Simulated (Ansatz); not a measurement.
Consider TaN.

```xyz
6
Lattice="5.1996 0.0000 0.0000 -2.5998 4.5030 0.0000 0.0000 0.0000 2.9104" Properties=species:S:1:pos:R:3 pbc="T T T"
Ta    0.0000    3.0020    1.4552
Ta    2.5998    1.5010    1.4552
Ta    0.0000    0.0000    0.0000
N     2.0404    0.0000    0.0000
N     1.5796    2.7360    0.0000
N    -1.0202    1.7670    0.0000
```

Space group P-62m.

The calculation used Ansatz, DFT r2SCAN, scalar-relativistic, plane waves, PAW.

Q: What can the converged valence pseudo-density and electron localisation function tell about the bonding?

A: Ta–N (2.04 Å): the density is about 0.87 e/Å³ at the midpoint; the ELF peaks at about 0.85 in the valence shell of N, 0.6 Å from its nucleus, and is about 0.30 at the midpoint.

Q: Does the calculation make it a metal, or give it a gap?

A: It is metallic or semimetallic at this level of theory: no gap opens; semilocal functionals without U, or without the true magnetic order, often close the gap of such compounds.

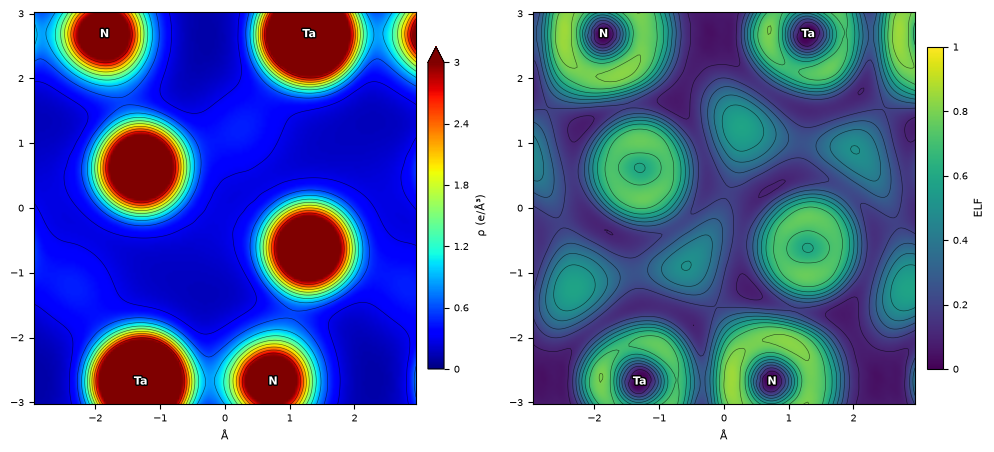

Computed valence pseudo-density and electron localisation function on the (011) plane of the conventional cell, in this order. Atoms just off the plane (Ta, 0.4 Å away) can leave unmarked features too.
